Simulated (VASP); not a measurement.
# What a change does: band-structure calculation on C

System: C (P6₃/mmc, 4 atoms in the cell).
Method of the first run: DFT, PBE, plane waves, PAW (VASP 6.6.1).

The structure was built on a prototype by a generator. The geometry comes from this level: r2SCAN (a point of a series of strains). 

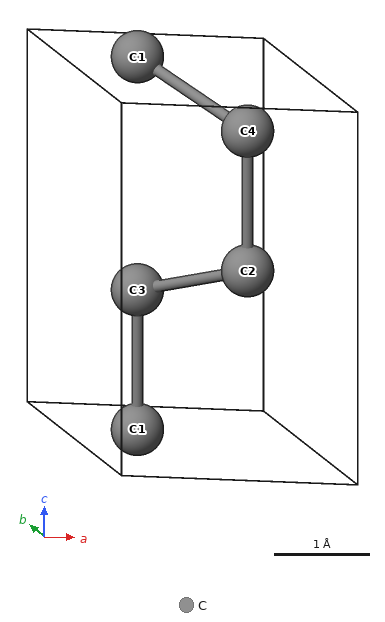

The input geometry (ball-and-stick view of the cell of the calculation, seen slightly off an axis; atoms are numbered from 1 in the order of the input).

**INCAR, the first run**
```
ENCUT = 520.000000
SIGMA = 0.020000
EDIFF = 1.00e-07
GGA = PE
PREC = Accurate
IBRION = -1
ISIF = 2
ISMEAR = -1
NBANDS = 16
NELM = 120
NSW = 0
LASPH = .TRUE.
LCHARG = .FALSE.
LWAVE = .FALSE.
LREAL = .FALSE.
```

**KPOINTS, the first run**
```
KPOINTS created by Atomic Simulation Environment
0
Gamma
12 12 6
0 0 0
```

**KPOINTS_OPT, the first run**
```
special points
6
Reciprocal
0.0000000000 0.0000000000 0.0000000000 1
0.5000000000 0.0000000000 0.0000000000 1
0.3333333333 0.3333333333 0.0000000000 1
0.0000000000 0.0000000000 0.5000000000 1
0.5000000000 0.0000000000 0.5000000000 1
0.3333333333 0.3333333333 0.5000000000 1
```

**POSCAR, the first run**
```
C
 1.0000000000000000
     2.5031953717780824    0.0000000000287717    0.0000000000000000
    -1.2515976859139586    2.1678307825810661    0.0000000000000000
    -0.0000000000000000    0.0000000000000000    4.1688692921454775
 C
   4
Cartesian
 -0.0000000000166113  1.4452205217303011  0.0009643286881245
  1.2515976858807356  0.7226102608795363  2.0853989747608632
 -0.0000000000166113  1.4452205217303011  1.5623616558664297
  1.2515976858807356  0.7226102608795363  3.6467963019391694
```

Launched with:
```bash
mpirun -np 1 vasp_std
```

Hardware: 1 CPU thread, shared host.

**OSZICAR and lines of OUTCAR (the first run)**
```
N       E                     dE             d eps       ncg     rms          rms(c)
DAV:   1     0.207464093261E+02    0.20746E+02   -0.83010E+03  2432   0.972E+02
DAV:   2    -0.357467228099E+02   -0.56493E+02   -0.51981E+02  3480   0.186E+02
DAV:   3    -0.375633174724E+02   -0.18166E+01   -0.18103E+01  3024   0.282E+01
DAV:   4    -0.375703108494E+02   -0.69934E-02   -0.69924E-02  3024   0.216E+00
DAV:   5    -0.375703450131E+02   -0.34164E-04   -0.34163E-04  3008   0.135E-01    0.788E+00
DAV:   6    -0.365959521228E+02    0.97439E+00   -0.59575E-01  2776   0.488E+00    0.471E+00
DAV:   7    -0.362662758068E+02    0.32968E+00   -0.68940E-01  3096   0.544E+00    0.105E+00
DAV:   8    -0.362690173966E+02   -0.27416E-02   -0.13840E-02  2704   0.776E-01    0.610E-02
DAV:   9    -0.362691100886E+02   -0.92692E-04   -0.17072E-04  3184   0.985E-02    0.302E-02
DAV:  10    -0.362691499937E+02   -0.39905E-04   -0.33382E-05  2728   0.471E-02    0.854E-03
DAV:  11    -0.362691499180E+02    0.75723E-07   -0.53383E-07  3256   0.590E-03
   1 F= -.36269150E+02 E0= -.36269150E+02  d E =-.228366E-12
       N       E                     dE             ncg
DAV:   1     0.159877132624E+04   -0.30934E+04      192
DAV:   2     0.126620101488E+04   -0.33257E+03      280
DAV:   3     0.125681035887E+04   -0.93907E+01      240
DAV:   4     0.125677769404E+04   -0.32665E-01      256
DAV:   5     0.125677749078E+04   -0.20326E-03      232
DAV:   6     0.125677748803E+04   -0.27487E-05      248
DAV:   7     0.125677748798E+04   -0.47718E-07      184
[... from OUTCAR:]
   NELECT =      16.0000    total number of electrons
 E-fermi :  10.5190
  free  energy   TOTEN  =       -36.2691499180 eV
  energy  without entropy=      -36.2691499180  energy(sigma->0) =      -36.26914992
```

The input of the second run differs as follows (lines with − go, lines with + come):
```diff
-SIGMA = 0.020000
+SIGMA = 0.010000
-GGA = PE
+ALGO = Normal
+METAGGA = R2SCAN
-ISMEAR = -1
+ISMEAR = 0
-LCHARG = .FALSE.
+LCHARG = .TRUE.
+LELF = .TRUE.
```

Predict how the results change.

The total energies belong to different methods, so their difference says nothing on which is more stable or more accurate. The gap on the mesh goes from 3.31 to 3.56 eV. The pressure goes from 4.84 to 1.12 GPa. The functional changes from PBE to R2SCAN. The SCF takes 12 iterations against 11.

**OSZICAR and lines of OUTCAR (the second run)**
```
N       E                     dE             d eps       ncg     rms          rms(c)
DAV:   1     0.160711262884E+02    0.16071E+02   -0.85184E+03  2432   0.100E+03
DAV:   2    -0.419735287650E+02   -0.58045E+02   -0.53392E+02  3472   0.191E+02
DAV:   3    -0.437985393307E+02   -0.18250E+01   -0.18191E+01  3064   0.286E+01
DAV:   4    -0.438053374316E+02   -0.67981E-02   -0.67972E-02  2984   0.214E+00
DAV:   5    -0.438053716350E+02   -0.34203E-04   -0.34202E-04  3048   0.135E-01    0.726E+00
DAV:   6    -0.393992799981E+02    0.44061E+01   -0.49598E-01  2784   0.510E+00    0.539E+00
DAV:   7    -0.392015942599E+02    0.19769E+00   -0.50761E-01  3136   0.475E+00    0.123E+00
DAV:   8    -0.392040403433E+02   -0.24461E-02   -0.62463E-03  2728   0.605E-01    0.592E-01
DAV:   9    -0.392046725400E+02   -0.63220E-03   -0.30989E-04  3088   0.186E-01    0.187E-02
DAV:  10    -0.392046735936E+02   -0.10535E-05   -0.12367E-05  2824   0.249E-02    0.111E-02
DAV:  11    -0.392046736083E+02   -0.14742E-07   -0.17265E-06  2920   0.106E-02    0.487E-04
DAV:  12    -0.392046735688E+02    0.39457E-07   -0.24853E-08  1968   0.130E-03
   1 F= -.39204674E+02 E0= -.39204674E+02  d E =-.241812-158
       N       E                     dE             ncg
DAV:   1     0.156012827480E+04   -0.31321E+04      192
DAV:   2     0.121391813277E+04   -0.34621E+03      280
DAV:   3     0.120440306082E+04   -0.95151E+01      232
DAV:   4     0.120437283246E+04   -0.30228E-01      256
DAV:   5     0.120437266544E+04   -0.16702E-03      232
DAV:   6     0.120437266340E+04   -0.20450E-05      248
DAV:   7     0.120437266336E+04   -0.41221E-07      192
[... from OUTCAR:]
   NELECT =      16.0000    total number of electrons
 E-fermi :  10.2451
  free  energy   TOTEN  =       -39.2046735688 eV
  energy  without entropy=      -39.2046735688  energy(sigma->0) =      -39.20467357
```

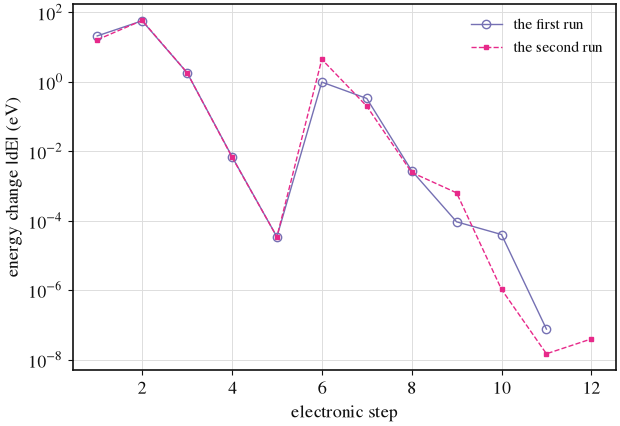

Convergence of the two runs: energy change |dE| against the electronic step. The first run takes 11 steps in all, and the second run takes 12.

**The two runs side by side**

| quantity | the first run | the second run |
| --- | --- | --- |
| outcome | converged | converged |
| free energy per atom (eV) | −9.0673 | −9.8012 |
| gap on the mesh (eV) | 3.31 | 3.56 |
| pressure (GPa) | 4.84 | 1.12 |
| largest force (eV/Å) | 0.016 | 0.010 |
| SCF iterations | 11 | 12 |
| irreducible k-points | 76 | 76 |
